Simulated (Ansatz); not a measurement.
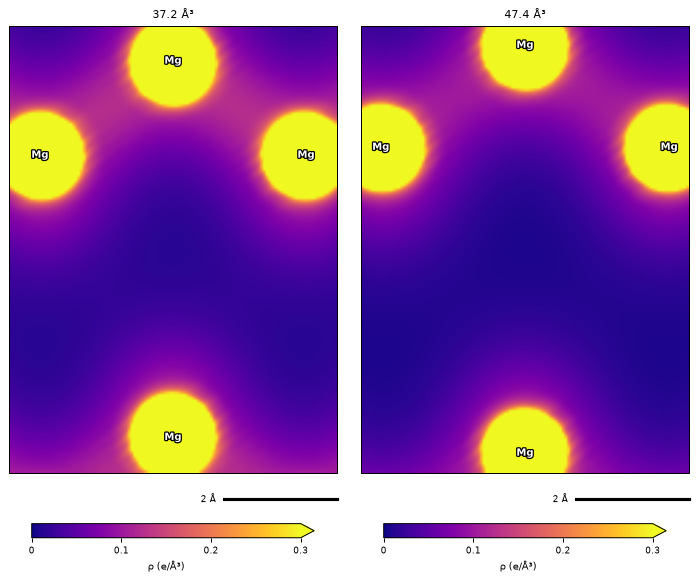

Mg. The valence charge density (pseudo) of cells scaled evenly to different volumes (given per atom above each panel), on the (011̄) plane of each (indices in the axes of the cell below), at one length scale and on one colour scale.

A generated structure, not necessarily the stable one.

Computed with Ansatz 0.2.0, DFT, RPBE, plane waves (420 eV) with PAW, scalar-relativistic.

Core electrons are frozen (PAW), and the valence fields are smoothed inside the atomic spheres.

The largest cell:

```yaml
crystal:
  lattice:
    - [0.00000, 3.61932, 3.61932]
    - [3.61932, 0.00000, 3.61932]
    - [3.61932, 3.61932, 0.00000]
  atoms:
    - { symbol: Mg, position: [0.12500, 0.12500, 0.12500] }
    - { symbol: Mg, position: [0.87500, 0.87500, 0.87500] }
```

| volume (Å³/atom) | Mg–Mg contact in the plane (Å) | ρ at its midpoint (e/Å³) | pressure (GPa) | 
| --- | --- | --- | --- |
| 37.25 | 2.892 | 0.123 | 1.6 | 
| 42.33 | 3.018 | ? | ? | 
| 47.41 | 3.134 | 0.103 | −0.8 | 

> What values belong in the row with question marks?

Over the known rows ln ρ falls by 0.73 per Å of Mg–Mg distance (the line through the two), which gives 0.112 e/Å³ at 3.018 Å; the calculation gives 0.112 e/Å³. For the pressure, a straight line in volume between the neighbouring rows gives 0.4 GPa; the calculation gives 0.0, lower because pressure rises ever faster on compression.
